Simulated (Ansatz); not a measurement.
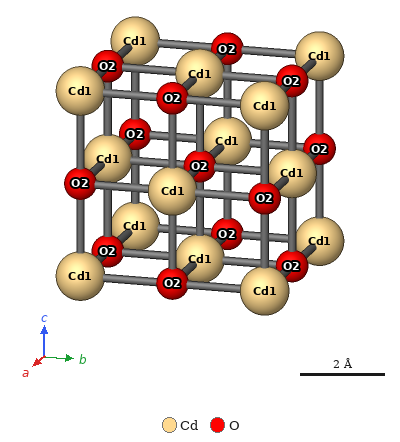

**Figure 1.** The input geometry of the first run (ball-and-stick view of the cell 4 times as large as that of the calculation, set on its symmetry axes, seen slightly off an axis; atoms are numbered from 1 in the order of the input).

# What a change does: single-point calculation on CdO

System: CdO (Fm-3m, 2 atoms in the cell).
Method of the first run: Kohn-Sham DFT of a periodic cell, m-r2SCAN, Ansatz PAW, no spin polarisation (Ansatz 0.2.0).

The structure derives from an entry of the Crystallography Open Database. Text and figures count atoms from 1; the logs count them from 0 in places.

**Input file, the first run**
```yaml
crystal:
  lattice:
    - [0.0, 2.3015375624, 2.3015375624]
    - [2.3015375624, 0.0, 2.3015375624]
    - [2.3015375624, 2.3015375624, 0.0]
  atoms:
    - { symbol: Cd, position: [0.0, 0.0, 0.0] }
    - { symbol: O, position: [0.5, 0.5, 0.5] }
hamiltonian:
  xc: mr2scan
  pseudopotentials: { kind: paw }
kpoints:
  mp_grid: { grid: [10, 10, 10] }
scf:
  occupations: { method: fermi_dirac, width: 0.05 }
output:
  forces: true
  stress: true
  eigenvalues: true
  write_density: true
  write_potential: true
  elf: true
  volumetric_format: npy
```

Command:
```bash
ansatz run input.yaml --threads 2 --pin off --max-ram 5120MiB --backend cpu --events-out ev --progress --plain --runs-dir out
```

Hardware: 2 threads of Intel Xeon (Emerald Rapids), 360 GiB of memory available, shared host.

**Output, shortened to warnings, some set-up lines, iterations and results (the first run)**
```
Basis set: ecut = 500 eV, 609 PW (Γ), exchange–correlation on 96×96×96 points (64 copies of the dense FFT grid, shifted against one another)
Symmetry: 48 space group operations
k-points: 47 of 1000
Initial density: superposition of atomic densities (neutral atoms: chi_scale 0, normalization atom), corrected by the library's trained network
[...]
SCF iter   1: F=—  HF=-8836.596236 eV  |F-HF|=—  |Δ(HF+E_count)|=         —  Δρ=1.23e-2  dr2=3.24e-2  dr2_τ=6.38e-2  ethr=1.77e-3  ⟨swp⟩=5.0  Hψ=3558  notcnv=0
SCF iter   2: F=—  HF=-8836.620871 eV  |F-HF|=—  |Δ(HF+E_count)|=   2.46e-2  Δρ=7.37e-3  dr2=5.04e-3  dr2_τ=2.03e-3  ethr=1.25e-4  ⟨swp⟩=2.0  Hψ=1787  notcnv=0
SCF iter   3: F=—  HF=-8836.620675 eV  |F-HF|=—  |Δ(HF+E_count)|=   1.96e-4  Δρ=3.10e-3  dr2=1.40e-3  dr2_τ=2.28e-4  ethr=1.94e-5  ⟨swp⟩=2.0  Hψ=1370  notcnv=0
SCF iter   4: F=—  HF=-8836.620653 eV  |F-HF|=—  |Δ(HF+E_count)|=   2.25e-5  Δρ=1.29e-3  dr2=2.17e-4  dr2_τ=2.42e-5  ethr=5.38e-6  ⟨swp⟩=2.5  Hψ=1084  notcnv=0
SCF iter   5: F=—  HF=-8836.620647 eV  |F-HF|=—  |Δ(HF+E_count)|=   6.19e-6  Δρ=2.98e-4  dr2=1.17e-5  dr2_τ=2.37e-6  ethr=8.34e-7  ⟨swp⟩=2.6  Hψ=1419  notcnv=0
SCF iter   6: F=—  HF=-8836.620638 eV  |F-HF|=—  |Δ(HF+E_count)|=   9.15e-6  Δρ=7.43e-5  dr2=1.07e-6  dr2_τ=8.80e-8  ethr=4.48e-8  ⟨swp⟩=2.3  Hψ=1058  notcnv=0
SCF iter   7: F=—  HF=-8836.620638 eV  |F-HF|=—  |Δ(HF+E_count)|=   3.62e-8  Δρ=2.46e-5  dr2=1.41e-7  dr2_τ=5.62e-9  ethr=4.10e-9  ⟨swp⟩=2.1  Hψ=1383  notcnv=0
SCF iter   8: F=-8836.620637 eV  HF=-8836.620637 eV  |F-HF|=1.72e-9  |Δ(HF+E_count)|=   2.47e-8  Δρ=3.23e-6  dr2=2.43e-9  dr2_τ=7.52e-11  ethr=3.85e-10  ⟨swp⟩=6.7  Hψ=3939  …
SCF 1 converged in 8 iterations: F = -8836.620637 eV  dr2 = 2.43e-9
SCF converged after 8 iterations
Free energy (F): -8836.620637 eV
Harris-Foulkes:  -8836.620637 eV  (|F-HF|=1.72e-9)
Internal energy: -8836.620356 eV  (E = F + TS)
E sigma→0 (E₀):  -8836.620497 eV
Entropy (-TS):   -0.000281 eV (-0.141 meV/atom)
Fermi energy:    13.864638 eV
--- Per-component energies (eV) ---
  E_band       = -351.045785
  E_kinetic    = 684.222643
  E_local      = -2926.828037  (includes V_loc(G=0)·N_el)
  E_nonlocal   = 84.775731
  E_hartree    = 1368.463219
  E_xc         = -242.511313
  E_vxc        = -352.027849  (∫ρ·V_xc dr)
  E_paw        = -4268.367796  (= ΣΔE_a)
  E_vpaw       = -601.782764  (= ΣTr[D̂ρ^β])
  E_aug_tail   = 0.000992  (compensation charges beyond the density's cutoff)
  E_vtau       = 23.668396  (kinetic-family band-sum trace: ∫τ·v_τ [+ j·A + Jᵃ·Aᵃ] dr)
  E_ewald      = -3535.779083
  E_core_change = -0.596712  (= ΣΔE_core)
  E_smearing   = -0.000281  (= −TS)
  E_closure    = -0.000000  (closes the sum)
  Σ components = -8836.620637   (vs F -8836.620637, Δ=0.00e0)
--- Forces (eV/Å), atoms counted from 1 ---
  atom   1  Cd    -0.00000000     0.00000000    -0.00000000
  atom   2  O      0.00000000    -0.00000000    -0.00000000
  max |Σ_I F_I| component: 2.48e-29 eV/Å
--- Stress (GPa, compression-positive) ---
       11.520240      -0.000000       0.000000
        0.000000      11.520240       0.000000
       -0.000000      -0.000000      11.520240
  P = ⅓ Tr σ = 11.5202 GPa (115.202 kbar)
```

The input of the second run differs as follows (lines with − go, lines with + come):
```diff
-    - [0.0, 2.3015375624, 2.3015375624]
-    - [2.3015375624, 0.0, 2.3015375624]
-    - [2.3015375624, 2.3015375624, 0.0]
+    - [0.0, 2.3650600561, 2.3650600561]
+    - [2.3650600561, 0.0, 2.3650600561]
+    - [2.3650600561, 2.3650600561, 0.0]
```

Predict how the results change.

With the same functional and potentials, the second run lies 26.9 meV per atom lower. The gap of 0.24 eV on the mesh closes. The pressure goes from 11.52 to −2.19 GPa. The volume per atom goes from 12.19 to 13.23 Å³. The cell is scaled evenly with the atoms at fixed fractional positions, so −ΔP/Δ ln V estimates the bulk modulus midway between the two volumes: about 170 GPa. The number of SCF iterations is the same. The plane waves at Γ go from 609 to 645.

**Output, shortened to warnings, some set-up lines, iterations and results (the second run)**
```
Basis set: ecut = 500 eV, 645 PW (Γ), exchange–correlation on 100×100×100 points (64 copies of the dense FFT grid, shifted against one another)
Symmetry: 48 space group operations
k-points: 47 of 1000
Initial density: superposition of atomic densities (neutral atoms: chi_scale 0, normalization atom), corrected by the library's trained network
[...]
SCF iter   1: F=—  HF=-8836.657722 eV  |F-HF|=—  |Δ(HF+E_count)|=         —  Δρ=1.18e-2  dr2=3.33e-2  dr2_τ=5.38e-2  ethr=1.77e-3  ⟨swp⟩=5.1  Hψ=3569  notcnv=0
SCF iter   2: F=—  HF=-8836.675185 eV  |F-HF|=—  |Δ(HF+E_count)|=   1.75e-2  Δρ=7.80e-3  dr2=6.79e-3  dr2_τ=2.37e-3  ethr=1.28e-4  ⟨swp⟩=2.0  Hψ=1786  notcnv=0
SCF iter   3: F=—  HF=-8836.674451 eV  |F-HF|=—  |Δ(HF+E_count)|=   7.34e-4  Δρ=3.16e-3  dr2=1.68e-3  dr2_τ=2.56e-4  ethr=2.61e-5  ⟨swp⟩=2.0  Hψ=1389  notcnv=0
SCF iter   4: F=—  HF=-8836.674373 eV  |F-HF|=—  |Δ(HF+E_count)|=   7.76e-5  Δρ=1.42e-3  dr2=3.09e-4  dr2_τ=3.00e-5  ethr=6.48e-6  ⟨swp⟩=2.3  Hψ=1097  notcnv=0
SCF iter   5: F=—  HF=-8836.674356 eV  |F-HF|=—  |Δ(HF+E_count)|=   1.77e-5  Δρ=3.29e-4  dr2=1.40e-5  dr2_τ=3.19e-6  ethr=1.19e-6  ⟨swp⟩=2.1  Hψ=1415  notcnv=0
SCF iter   6: F=—  HF=-8836.674356 eV  |F-HF|=—  |Δ(HF+E_count)|=   7.93e-7  Δρ=7.72e-5  dr2=1.24e-6  dr2_τ=9.77e-8  ethr=5.40e-8  ⟨swp⟩=2.9  Hψ=1391  notcnv=0
SCF iter   7: F=—  HF=-8836.674356 eV  |F-HF|=—  |Δ(HF+E_count)|=   3.26e-8  Δρ=1.96e-5  dr2=1.02e-7  dr2_τ=3.98e-9  ethr=4.77e-9  ⟨swp⟩=2.6  Hψ=1364  notcnv=0
SCF iter   8: F=-8836.674356 eV  HF=-8836.674356 eV  |F-HF|=7.86e-10  |Δ(HF+E_count)|=   1.72e-8  Δρ=2.03e-6  dr2=1.10e-9  dr2_τ=3.24e-11  ethr=3.85e-10  ⟨swp⟩=6.8  Hψ=3942  …
SCF 1 converged in 8 iterations: F = -8836.674356 eV  dr2 = 1.10e-9
SCF converged after 8 iterations
Free energy (F): -8836.674356 eV
Harris-Foulkes:  -8836.674356 eV  (|F-HF|=7.86e-10)
Internal energy: -8836.673831 eV  (E = F + TS)
E sigma→0 (E₀):  -8836.674094 eV
Entropy (-TS):   -0.000526 eV (-0.263 meV/atom)
Fermi energy:    12.141523 eV
--- Per-component energies (eV) ---
  E_band       = -390.027812
  E_kinetic    = 681.139714
  E_local      = -3075.450790  (includes V_loc(G=0)·N_el)
  E_nonlocal   = 84.417593
  E_hartree    = 1424.056933
  E_xc         = -241.475243
  E_vxc        = -350.679390  (∫ρ·V_xc dr)
  E_paw        = -4267.953818  (= ΣΔE_a)
  E_vpaw       = -601.293823  (= ΣTr[D̂ρ^β])
  E_aug_tail   = 0.001063  (compensation charges beyond the density's cutoff)
  E_vtau       = 23.724787  (kinetic-family band-sum trace: ∫τ·v_τ [+ j·A + Jᵃ·Aᵃ] dr)
  E_ewald      = -3440.812571
  E_core_change = -0.596712  (= ΣΔE_core)
  E_smearing   = -0.000526  (= −TS)
  E_closure    = -0.000000  (closes the sum)
  Σ components = -8836.674356   (vs F -8836.674356, Δ=0.00e0)
--- Forces (eV/Å), atoms counted from 1 ---
  atom   1  Cd    -0.00000000     0.00000000    -0.00000000
  atom   2  O      0.00000000    -0.00000000    -0.00000000
  max |Σ_I F_I| component: 2.22e-29 eV/Å
--- Stress (GPa, compression-positive) ---
       -2.186191      -0.000000       0.000000
       -0.000000      -2.186191      -0.000000
        0.000000      -0.000000      -2.186191
  P = ⅓ Tr σ = -2.1862 GPa (-21.862 kbar)
```

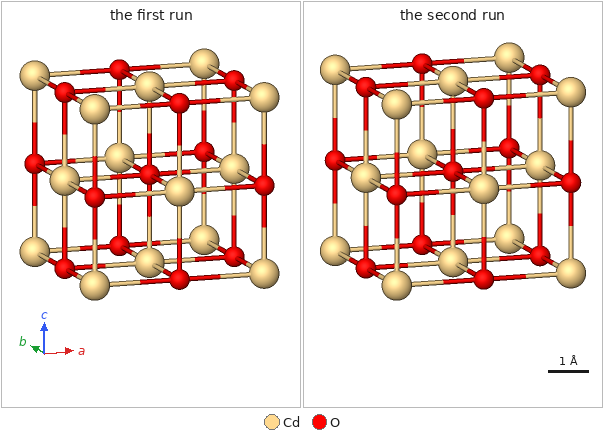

**Figure 2.** The two input geometries at one scale (ball-and-stick view of the cell 4 times as large as that of the calculation, set on its symmetry axes, seen slightly off an axis). The atoms keep their places relative to the cell (all moves are under 0.005 Å). The volume changes by +8.5 %, with a = b = c 4.603 → 4.730 Å (+2.8 %). Among the contacts that change: Cd–O 2.302 → 2.365 Å.

**The two runs side by side**

| quantity | the first run | the second run |
| --- | --- | --- |
| outcome | converged | converged |
| free energy per atom (eV) | −4418.3103 | −4418.3372 |
| gap on the mesh (eV) | 0.24 | 0.00 |
| pressure (GPa) | 11.52 | −2.19 |
| volume per atom (Å³) | 12.19 | 13.23 |
| largest force (eV/Å) | 0.000 | 0.000 |
| SCF iterations | 8 | 8 |
| irreducible k-points | 47 | 47 |
| plane waves at Γ | 609 | 645 |
| wall time (shared host) | 1.5 s | 1.6 s |

For the first run: The cell is under a pressure of 11.5 GPa at this level, so it is not at its equilibrium volume.
